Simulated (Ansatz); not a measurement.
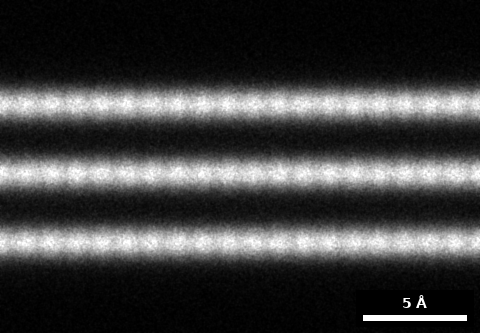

Cross-section of a (001) slab of C (P6_3/mmc), seen along a direction in its plane, the normal pointing up. Simulated incoherent Z contrast: every atom adds Z^1.7 spread by a probe of 1.18 Å full width; channelling and multiple scattering are left out. The probe carries 15 % of its weight in a tail 2.5 times as wide. Shot noise was added. Structure used: coordinates from a relaxation in a fixed cell under constraints with DFT PBE+D3(BJ), scalar-relativistic, plane waves, PAW (Ansatz 0.2.0).

How many atomic planes does the slab have, and what do they hold from top to bottom?

Answer. 3 planes (atoms within 0.35 Å in height count as one plane):

| plane | content | depth below the top plane (Å) |
| --- | --- | --- |
| 1 | C | 0.0 |
| 2 | C | 3.4 |
| 3 | C | 6.7 |

How thick is it, and how does it end on either side?

Answer. The outermost planes are 6.7 Å apart. The upper face ends in C and the lower in C, so the sequence of planes is the same from both sides.
